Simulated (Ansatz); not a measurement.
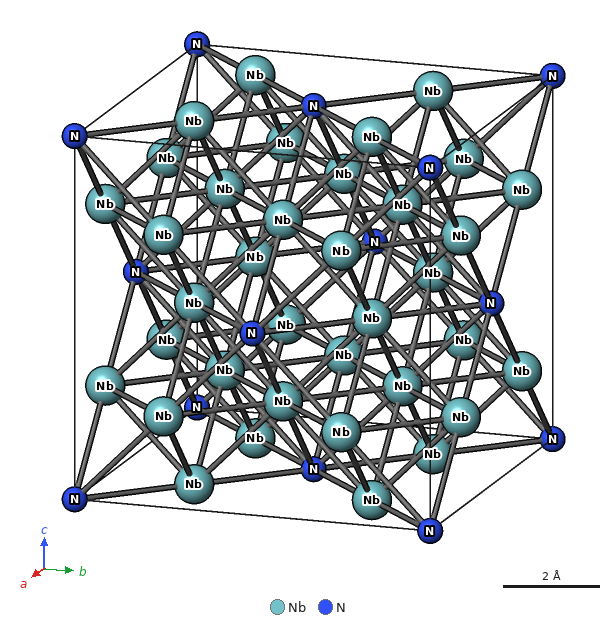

Ball-and-stick drawing of the structure, looking slightly off an axis. The conventional unit cell is outlined; an atom on or near a face, edge or corner is repeated at each equivalent position. Cell: a = 7.86 Å, b = 7.86 Å, c = 7.86 Å, α = 90.00°, β = 90.00°, γ = 90.00°.

Its origin is a random cell made by a generator, so it need not be a real form of the compound. Earlier steps of the study, as a rule a relaxation of our own, may have changed the cell and positions, so they can lie some per cent off the listed ones. It was run through Ansatz as a DFT input.

Describe the arrangement of the atoms.

The formula is Nb₆N. The lattice is face-centred cubic and the space group Fm-3m (No. 225). The cell comprises 4 formula units: 24 Nb, 4 N. The coordination shell of Nb holds eight Nb and two N (about 2.8 Å to Nb, 2.8 Å to N). About every N there are twelve Nb in a cuboctahedral arrangement at about 2.8 Å. The bonds build a three-dimensional framework.

Results below were computed with DFT PBE, scalar-relativistic, plane waves, PAW in Ansatz 0.2.0; the settings were E_cut = 420 eV, k-points about 0.17 Å⁻¹ apart, Gaussian smearing of 0.1 eV, no spin polarisation.

Predict the gap.

A metal: bands cross the Fermi level.

What net charge does each kind of atom have (Bader)?

Nb +0.22 e; N -1.31 e.

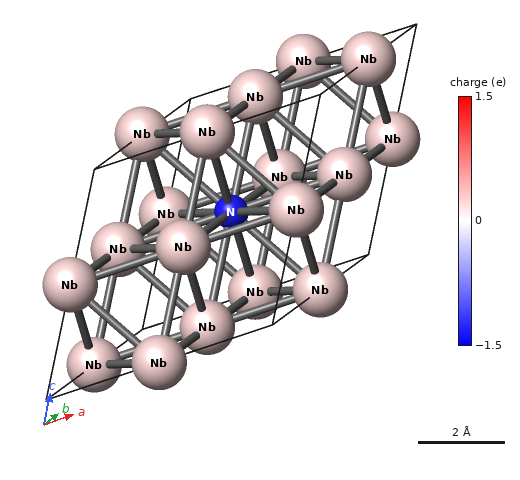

The atoms coloured by those charges. The run's cell of 7 atoms is drawn, so axes and origin can differ from the first picture.

Can this geometry be taken as optimised?

Yes. All forces vanish to within 0.01 eV/Å. The pressure is 0.0 GPa, close to zero.
